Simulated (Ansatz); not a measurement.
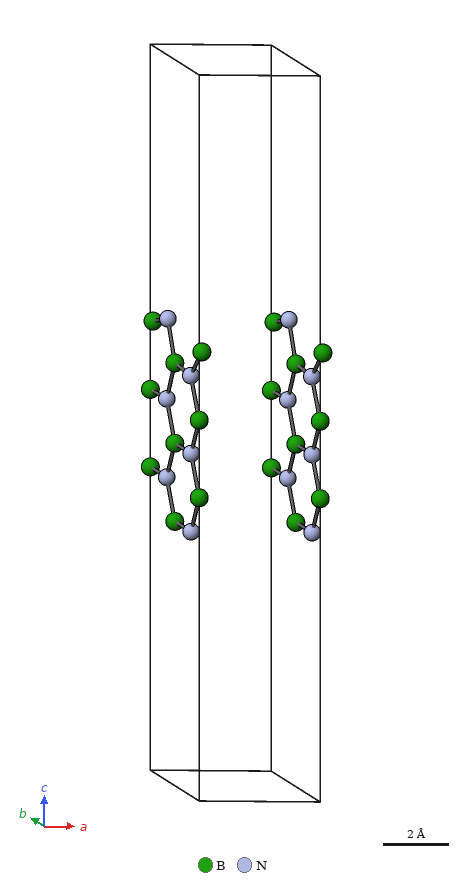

This ball-and-stick model is shown from the side at a slight tilt. The wireframe shows the simulation cell.

BN, a = 3.77 Å, b = 4.34 Å, c = 23.26 Å, α = 90.00°, β = 90.00°, γ = 112.55°.

Electronic-structure method: DFT PBEsol, scalar-relativistic, plane waves, PAW in Ansatz 0.2.0. Parameters: wavefunction cutoff 420 eV, k-point mesh 8×7×1, Gaussian smearing of 0.05 eV, no spin polarisation.

Question: Classify it as metallic or gapped, with the value.

Answer: A semiconductor at this level, with a gap of 1.18 eV on the k-mesh (the true edges may lie between mesh points, so the gap can be somewhat smaller).

The model was built from a structure listed in the Materials Project, from which a slab was cut. The atoms were relaxed in a fixed cell with DFT PBEsol, scalar-relativistic, plane waves, PAW (Ansatz), but for six held in place.

At this level of theory the cell isn't at rest (forces up to 5.9 eV/Å), so its distances can differ from those at equilibrium, the more so the softer the solid.
